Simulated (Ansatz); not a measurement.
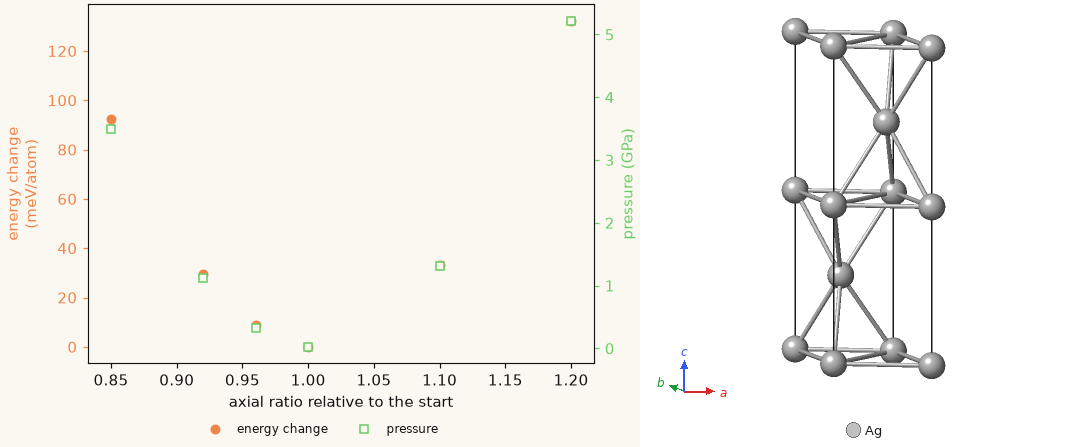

The figure shows the energy change and pressure against relative axial ratio for Ag, space group P6_3/mmc (No. 194). The cell is drawn beside the plot.

Structure:
```yaml
crystal:
  lattice:
    - [2.87095, 0.00000, 0.00000]
    - [-1.43548, 2.48632, 0.00000]
    - [0.00000, 0.00000, 9.33806]
  atoms:
    - { symbol: Ag, position: [0.33333, 0.66667, 0.25000] }
    - { symbol: Ag, position: [0.66667, 0.33333, 0.75000] }
    - { symbol: Ag, position: [0.00000, 0.00000, 0.00000] }
    - { symbol: Ag, position: [0.00000, 0.00000, 0.50000] }
```

Calculation (Ansatz 0.2.0): deformation of a crystal at fixed volume, lengths along the axis scaled against those across it, fractional coordinates fixed, by plane-wave density functional theory with PAW datasets, free energies less that of the undisturbed cell, pressure positive in compression; scalar-relativistic. Level: PBEsol, no spin polarisation.

- wave cutoff: 420 eV
- k mesh: 24×24×6
- occupations: Gaussian
- smearing width: 0.15 eV
- k shift: (0, 0, 0) (mesh steps)
- start: relaxed
- path: axial
- axis direction: (0, 0, 1) (Cartesian unit vector)

**At which relative axial ratio is the energy change least?**

The lowest computed point is at relative axial ratio 1.00 (0 meV/atom).

**What does the pressure do across the range?**

It goes from 3.492 GPa at relative axial ratio 0.85 to 5.218 GPa at 1.20, not monotonically, with a low of 0.025 GPa at 1.00.

Note: shape and atomic fractions are frozen while scaling, which makes layered, chain and framework solids too stiff.
